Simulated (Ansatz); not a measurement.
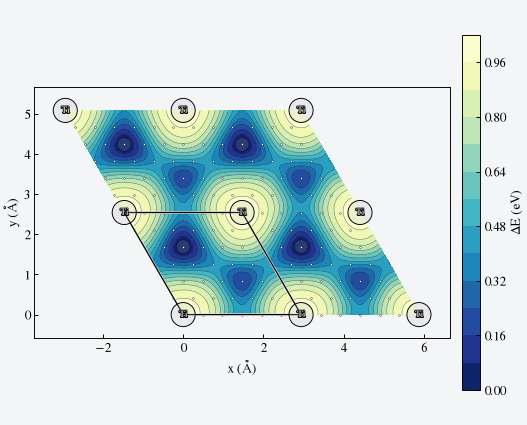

Si on a Ti(001) slab cut from the P6_3/mmc phase, its upper half relaxed before the scan (16 atoms of substrate and one adsorbate in a 2 × 2 cell). Si is moved over the surface cell; relaxed at each place: the height of the adsorbate's atoms; substrate rigid; the origin of the map has the adsorbate above Ti13. Places are given modulo a cell vector. The map is drawn in real space over the plane of the surface. The scan uses a 6 × 6 grid; 10 points were computed and 26 follow by symmetry. Places are given in fractions of the 1 × 1 surface cell. Energies are in eV, from the lowest grid point. These are results of Ansatz, DFT PBE, scalar-relativistic, plane waves, PAW, not measurements. Settings: cutoff 420 eV, k-mesh 6×6×1, gaussian smearing 0.1 eV, no spin polarisation.

The picture shows filled contours, dots at the grid points, labelled circles for the atoms of the top layer and small ones for the second layer, the outline of one cell of the 2 × 2 shown. Between grid points the surface is interpolated.

The lowest grid point is at a threefold hollow over a second-layer Ti atom, (2/6, 4/6) of the cell vectors. A higher local minimum lies near a threefold hollow, (4/6, 2/6) of the cell vectors (0.17 eV above the lowest at that grid point). The highest grid point, the top site over a surface Ti atom, (0/6, 0/6) of the cell vectors, lies 1.02 eV above the lowest. On the interpolated surface the easiest way out of the lowest well to the well at a threefold hollow, (4/6, 2/6) of the cell vectors passes a barrier of about 0.41 eV. At the lowest point the adsorbate has 3 Ti at 2.53 Å as nearest neighbours, at the highest 1 Ti at 2.33 Å. Its relaxed height above the top atom is 1.87 Å at the lowest and 2.33 Å at the highest point.

Si is replaced by C; all else is set up alike.

What does this change do to the map?

The lowest place stays at a threefold hollow over a second-layer Ti atom, (2/6, 4/6) of the cell vectors. The span from the lowest to the highest grid point grows from 1.02 to 3.11 eV. The easiest pass out of the lowest well goes from about 0.41 to about 0.9 eV on the interpolated surfaces. Higher wells of the new map: a threefold hollow, (4/6, 2/6) of the cell vectors, 0.08 eV up (that grid point lay 0.17 eV up before). In the new map: at the lowest point the adsorbate has 3 Ti at 1.96 Å as nearest neighbours, at the highest 1 Ti at 1.79 Å. Its relaxed height above the top atom is 0.98 Å at the lowest and 1.79 Å at the highest point.

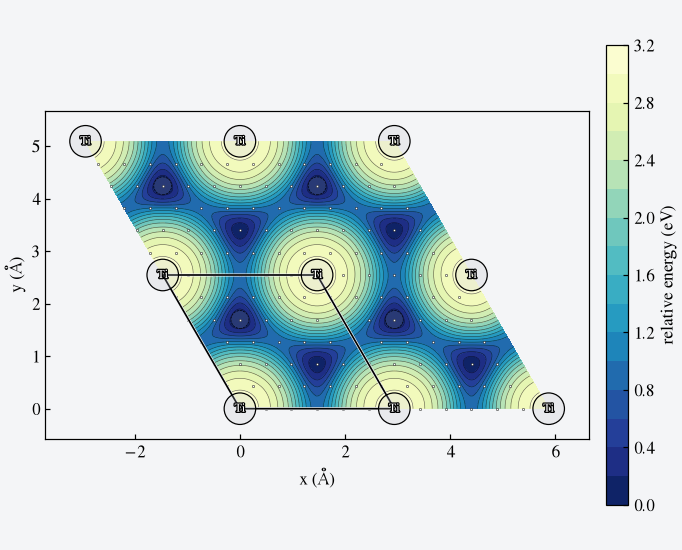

The map after the change, on a colour scale of its own. Drawn: filled contours, dots at the grid points, labelled circles for the atoms of the top layer and small ones for the second layer, the outline of one cell of the 2 × 2 shown. Between grid points the surface is interpolated.

PAW datasets: the set soft_1.
